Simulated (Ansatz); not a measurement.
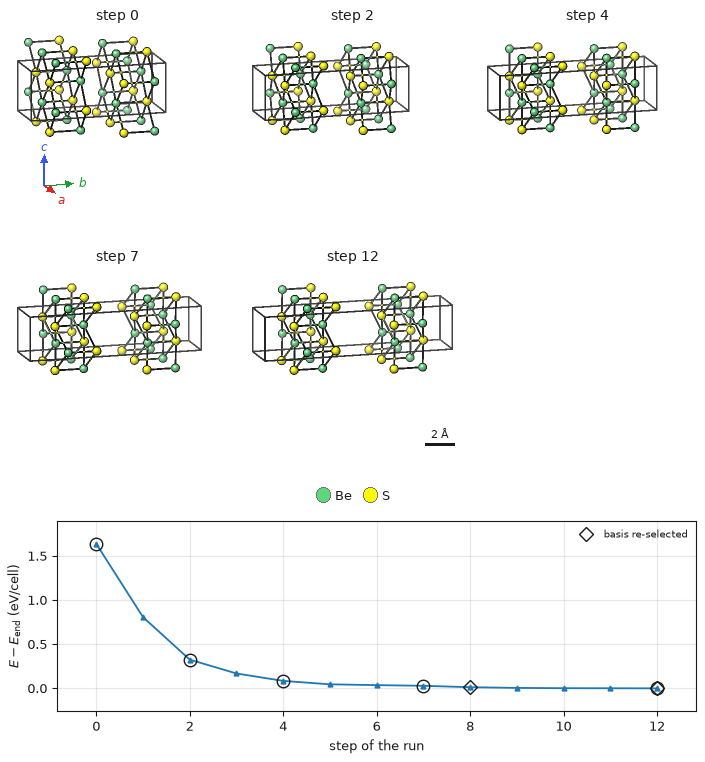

Frames of a relaxation of crystalline BeS (a generated structure, set up in Cmcm) (coarse preliminary run), marked on the history of the run. A ball-and-stick model of the conventional cell (2 times the calculation's cell), seen slightly off an axis. Lengths and directions refer to the drawn axes.

Computed with DFT PBE, scalar-relativistic, plane waves, PAW (Ansatz). (plane-wave cutoff 420 eV; k-point mesh 6 × 6 × 6; occupations gaussian; smearing width 0.1 eV; no spin polarisation; cell and atoms relaxed; force threshold 0.04 eV/Å; at most 70 steps)

**Describe the path.**

The energy falls by 1.637 eV per cell of the calculation in 10 accepted moves (12 points after the start). The largest force component goes from 1.4 to 0.029 eV/Å. Pressure: −11.91 GPa at the start and 0.26 GPa at the end. The SCF was repeated twice at an unchanged geometry on a basis and grid sized afresh for the cell, which shifted the energy by 16.0 meV per cell of the calculation at most. The largest moves relative to the cell, 0.83 Å, are those of Be atoms. Largest moves by element: Be 0.83 Å, S 0.23 Å. Cell: a 3.467 → 3.172 Å (−8.5 %), b 9.870 → 13.759 Å (+39.4 %), c 3.581 → 3.172 Å (−11.4 %). Volume +13.0 %. Some distances before and after: Be–S 2.493 → 2.300 Å, Be–S 2.265 → 2.094 Å. Bond angles that change, for instance: Be–S–Be 176.8° → 154.4°, S–Be–S 176.8° → 154.4°, S–Be–S 88.4° → 102.8°. The space group stays Cmcm (No. 63). From step 0 to 2: Be atoms move most (0.36 Å), volume −10.0 %, energy −1.312 eV per cell of the calculation. From step 2 to 4: Be atoms move most (0.15 Å), volume +5.2 %, energy −0.241 eV per cell of the calculation. From step 4 to 7: Be atoms move most (0.09 Å), volume +9.2 %, energy −55.6 meV per cell of the calculation. From step 7 to 12: S atoms move most (0.12 Å), volume +9.3 %, energy −29.0 meV per cell of the calculation.

```csv
step,"E − E(0), meV/atom","largest force component, eV/Å","pressure, GPa","volume, Å³/atom",note
0,0.00,1.4003,-11.91,15.317,
1,-207.45,0.9405,-4.45,14.169,
2,-327.95,0.3293,2.33,13.781,
3,-367.16,0.2270,3.24,13.814,
4,-388.18,0.1722,2.21,14.500,
5,-397.92,0.1654,1.20,15.134,
6,-400.21,0.1758,-0.21,15.640,
7,-402.07,0.0127,0.01,15.839,
8,-406.07,0.0190,0.24,15.839,"same geometry, new basis"
9,-408.08,0.0155,0.29,16.381,
10,-408.89,0.0028,-0.06,16.944,
11,-409.09,0.0294,0.26,17.306,
12,-409.32,0.0288,0.26,17.306,"same geometry, new basis"
```
